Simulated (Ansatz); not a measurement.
# WS2: what the fields show

```
CELL_PARAMETERS angstrom
3.15720 0.00000 0.00000
-1.57860 2.73422 0.00000
0.00000 0.00000 18.11792
ATOMIC_POSITIONS crystal
W 0.66667 0.33333 0.33268
W 0.33333 0.66667 0.66601
W 0.00000 0.00000 0.99934
S 0.66667 0.33333 0.08611
S 0.33333 0.66667 0.41944
S 0.00000 0.00000 0.75278
S 0.33333 0.66667 0.24584
S 0.00000 0.00000 0.57918
S 0.66667 0.33333 0.91251
```

Space group R3m.

Computed with DFT PBE+D3(BJ), scalar-relativistic, plane waves, PAW (Ansatz).

The density is the valence pseudo-density of a PAW calculation; it isn't the true density close to the nuclei.

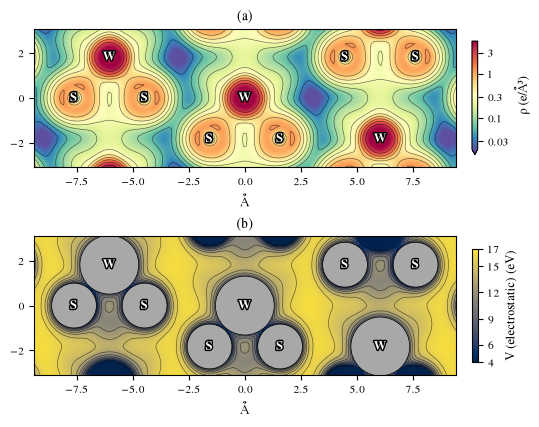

Figure 1. (a) valence pseudo-density; (b) electrostatic potential (local pseudopotential plus Hartree) felt by an electron on the (110) plane of the conventional cell. Grey discs cover the atomic cores in the potential map.

Question: Read the bonding off the picture.

Answer:
- Atoms in the plane: W and S.
- W–S (2.41 Å): the density is about 0.63 e/Å³ at the midpoint.
- Between the atoms the lowest density in this plane is 0.02 e/Å³.
- Outside the cores the potential energy rises away from the atoms and is highest about 2.3 Å from the nearest atoms; its zero is arbitrary.

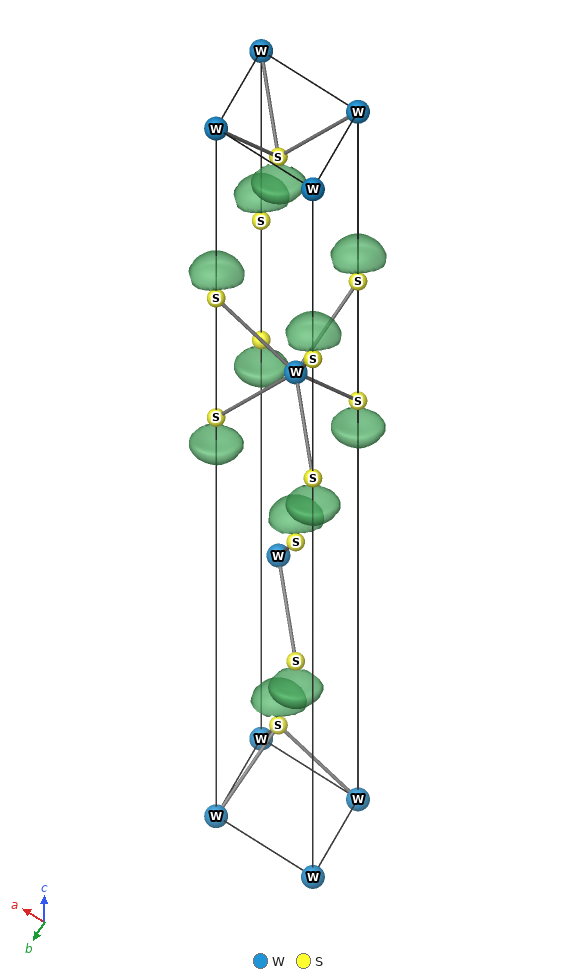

Figure 2. Isosurface of the ELF at 0.9 (green), seen at an oblique angle. Core shells and regions of very low density are left out. Sticks mark near contacts.

Question: What do the ELF domains correspond to?

Answer: The ELF exceeds this value in six lobes on S, pointing away from the bonds (lone pairs), counted in one cell of 9 atoms. Regions shared between cells count once.


W–S (2.41 Å): the ELF peaks at about 0.85 in the valence shell of S, 0.8 Å from its nucleus, and is about 0.50 at the midpoint.

Question: Metal or insulator at this level of theory?

Answer: It is gapped, with a Kohn–Sham gap of 0.90 eV on the k-point mesh, an upper bound to the gap of this method.
